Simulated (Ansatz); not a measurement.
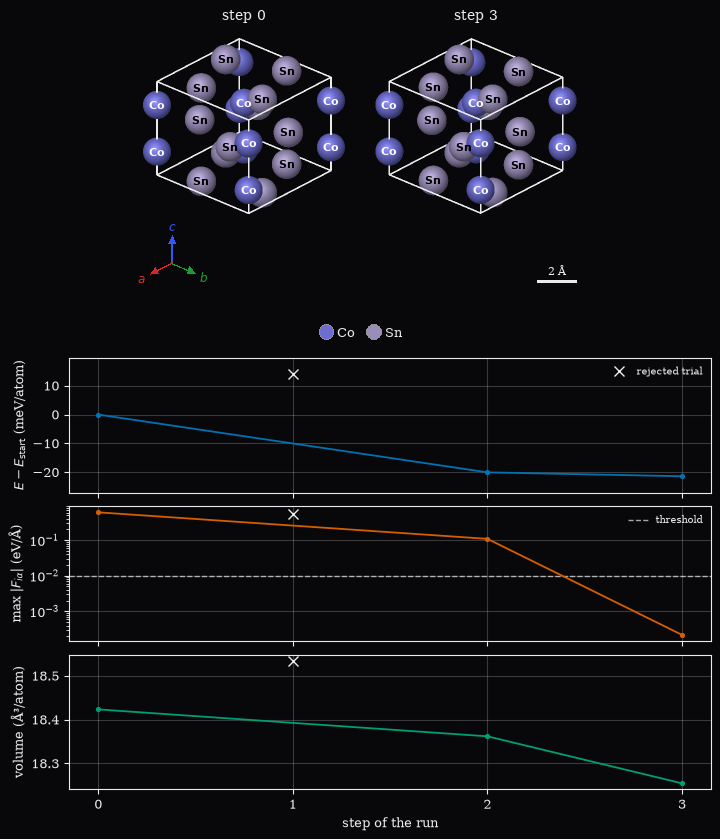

First and last geometry of a relaxation of a crystal of CoSn$_{2}$ (set up in I4/mcm), with the history of the run. Style: spheres-only. Shown: the conventional cell (2 times the calculation's cell), from a free direction. Lengths and directions refer to the drawn axes.

Case: relaxed kmesh: [8, 8, 8] Gamma-centred.

The calculation used DFT r2SCAN, scalar-relativistic, plane waves, PAW (Ansatz 0.2.0). (plane-wave cutoff 500 eV; k-point mesh 8 × 8 × 8; occupations gaussian; smearing width 0.1 eV; collinear spin; cell and atoms relaxed; force threshold 0.01 eV/Å; at most 60 steps)

What do the curves and the structures tell?

Answer. The run was cut off at its time limit before the relaxation converged, so the last structure is only a point on the way. The largest moves relative to the cell, 0.077 Å, are those of Sn atoms. Co stays in place. Cell: a = b 6.365 → 6.340 Å (−0.4 %), c 5.457 → 5.450 Å (−0.1 %). Volume −0.9 %. Near-neighbour distances that change, for instance: Sn–Sn 2.844 → 2.987 Å, Sn–Sn 3.192 → 3.109 Å, Co–Sn 2.759 → 2.728 Å. The space group stays I4/mcm (No. 140). After 2 accepted moves (3 points after the start) the energy has fallen by 21.4 meV per atom. The largest force component goes from 0.61 to 0.00022 eV/Å. Pressure: −0.68 GPa at the start and −0.24 GPa at the end. The line search rejected the trial step at point 1 of the run. Cost: 33 min on 1 thread of Intel(R) Xeon(R) Processor @ 2.50GHz (Skylake/Cascade Lake), with other jobs on the host, peak memory 1.1 GiB.

```csv
step,"E − E(0), meV/atom","largest force component, eV/Å","pressure, GPa","volume, Å³/atom",note
0,0.00,0.6078,-0.68,18.423,
1,14.03,0.5281,-0.47,18.534,rejected
2,-20.03,0.1090,-0.70,18.362,
3,-21.37,0.0002,-0.24,18.255,
```
